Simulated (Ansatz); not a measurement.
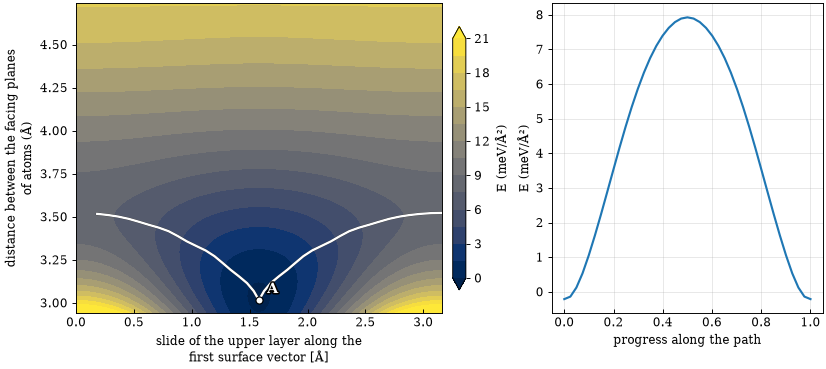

A bilayer of two WS₂ sheets (1H type) (6 atoms in the cell). 
- The upper layer of a bilayer is slid along a line and lifted, both layers rigid.
- Coordinates scanned: (1) slide of the upper layer along the first surface vector, from S4 above S3; (2) distance between the facing planes of atoms.
- The grid has 6 × 6 points; 24 points were computed and 12 follow by symmetry.
- Points are written as (first, second).
- Energies: meV/Å², counted from the lowest grid point.
- Theory: DFT PBE+D3(BJ), scalar-relativistic, plane waves, PAW in Ansatz 0.2.0. Settings: cutoff 420 eV, k-mesh 9×9×1, gaussian smearing 0.05 eV, no spin polarisation.

Drawn: filled contours, a line along the lowest path, one colour for all values above the top of the scale, the energy along the path at the right, the start A. Between grid points the surface is interpolated.

Describe the path and its barrier.

Answer. The easiest path leads from the well at about (1.58 Å, 3.02 Å) to its copy one period on. Its highest point lies about 8.1 meV/Å² above the bottom of the first well on the interpolated surface, at about (3.16 Å, 3.52 Å). This is the barrier on the constrained surface; relaxing the other coordinates would change it.

PAW datasets: the set soft_1.
